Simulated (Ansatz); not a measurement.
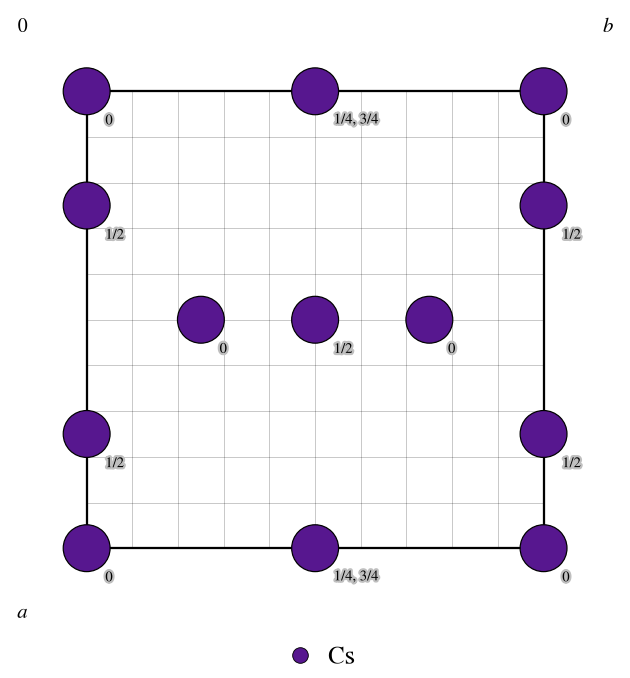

Plan of a unit cell projected along c (a down the page, b across); the numbers are heights as fractions of c, and atoms on the cell's edges are repeated. The grid marks tenths of a and b. Source: the geometry relaxed with DFT, RPBE, plane waves (420 eV) with PAW, scalar-relativistic in Ansatz; the starting structure was generated, so it need not be a known form of this composition. Geometry calculated from the standardised cell; symmetry tolerance 0.002 Å.

a = 10.194 Å, b = 10.194 Å, c = 10.194 Å, α = 90.00°, β = 90.00°, γ = 90.00°.

Q: What does the cell contain?

A: 8 Cs: Cs, Z = 8.

Q: Which space group?

A: Pm-3n (No. 223), primitive cubic.

Q: Give the fractional coordinates of all atoms, to two places.

A:
```csv
atom,x,y,z
Cs,0.00,0.00,0.00
Cs,0.50,0.50,0.50
Cs,0.25,0.00,0.50
Cs,0.75,0.00,0.50
Cs,0.50,0.25,0.00
Cs,0.50,0.75,0.00
Cs,0.00,0.50,0.25
Cs,0.00,0.50,0.75
```
